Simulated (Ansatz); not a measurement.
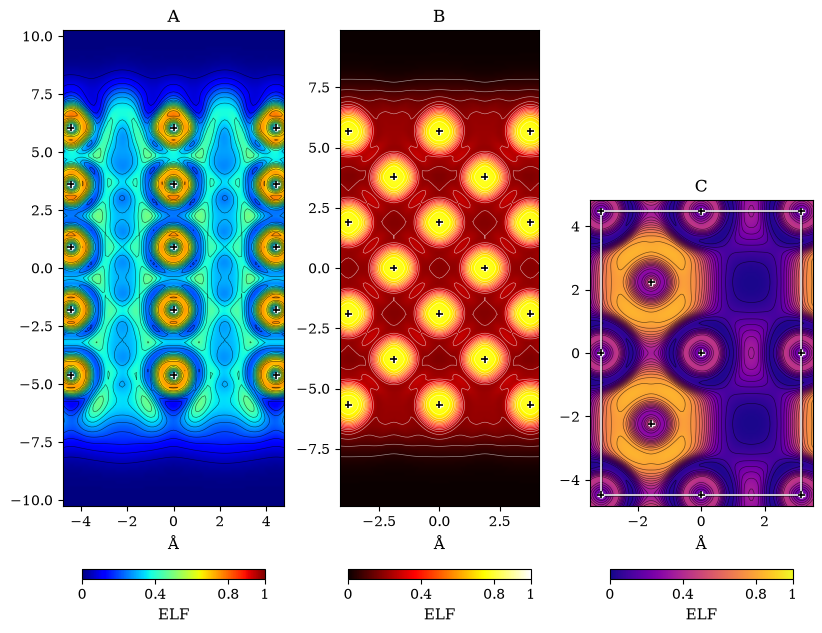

The electron localisation function of 3 systems, each on a plane through atoms (crosses mark nuclei in the plane).

Computed with Ansatz, DFT PBEsol, scalar-relativistic, plane waves, PAW.

System 1: Mo (slab), the (100) plane of the calculation cell, a cut from vacuum to vacuum. Computed without spin polarisation.

```yaml
crystal:
  lattice:
    - [4.42548, 0.00000, 0.00000]
    - [-2.21274, 3.83258, 0.00000]
    - [0.00000, 0.00000, 27.64687]
  atoms:
    - { symbol: Mo, position: [0.66667, 0.33333, 0.28105] }
    - { symbol: Mo, position: [0.33333, 0.66667, 0.30683] }
    - { symbol: Mo, position: [0.00000, 0.00000, 0.33262] }
    - { symbol: Mo, position: [0.66667, 0.33333, 0.36948] }
    - { symbol: Mo, position: [0.33333, 0.66667, 0.40167] }
    - { symbol: Mo, position: [0.00000, 0.00000, 0.43501] }
    - { symbol: Mo, position: [0.66667, 0.33333, 0.46726] }
    - { symbol: Mo, position: [0.33333, 0.66667, 0.50000] }
    - { symbol: Mo, position: [0.00000, 0.00000, 0.53274] }
    - { symbol: Mo, position: [0.66667, 0.33333, 0.56499] }
    - { symbol: Mo, position: [0.33333, 0.66667, 0.59833] }
    - { symbol: Mo, position: [0.00000, 0.00000, 0.63052] }
    - { symbol: Mo, position: [0.66667, 0.33333, 0.66738] }
    - { symbol: Mo, position: [0.33333, 0.66667, 0.69317] }
    - { symbol: Mo, position: [0.00000, 0.00000, 0.71895] }
```

System 2: Mg2Si, the (011) plane of the conventional cell. Space group Fm-3m.

```xyz
12
Lattice="6.3268 0.0000 0.0000 0.0000 6.3268 0.0000 0.0000 0.0000 6.3268" Properties=species:S:1:pos:R:3 pbc="T T T"
Mg    1.5817    1.5817    1.5817
Mg    4.7451    4.7451    1.5817
Mg    4.7451    1.5817    4.7451
Mg    1.5817    4.7451    4.7451
Mg    4.7451    1.5817    1.5817
Mg    1.5817    4.7451    1.5817
Mg    1.5817    1.5817    4.7451
Mg    4.7451    4.7451    4.7451
Si    0.0000    0.0000    0.0000
Si    3.1634    3.1634    0.0000
Si    3.1634    0.0000    3.1634
Si    0.0000    3.1634    3.1634
```

System 3: Rh (slab), the (110) plane of the calculation cell, a cut from vacuum to vacuum. Not relaxed (largest force 0.6 eV/Å); computed without spin polarisation.

```xyz
7
Lattice="2.6728 0.0000 0.0000 0.0000 2.6728 0.0000 0.0000 0.0000 26.3399" Properties=species:S:1:pos:R:3 pbc="T T T"
Rh    1.3364    1.3364    7.5000
Rh    0.0000    0.0000    9.3899
Rh    1.3364    1.3364   11.2801
Rh    0.0000    0.0000   13.1700
Rh    1.3364    1.3364   15.0599
Rh    0.0000    0.0000   16.9500
Rh    1.3364    1.3364   18.8399
```

> Match each panel to its system.

Panel A is system 1, Mo: the plane holds Mo. Mo–Mo (2.44 Å): the ELF is about 0.35 at the midpoint. Panel B is system 3, Rh: the plane holds Rh. Rh–Rh (2.67 Å): the ELF is about 0.30 at the midpoint; no shared electron pair shows on this line. Panel C is system 2, Mg2Si: the plane holds Mg and Si. Mg–Si (2.74 Å): the ELF peaks at about 0.85 in the valence shell of Si, 1.1 Å from its nucleus, and is about 0.80 at the midpoint.
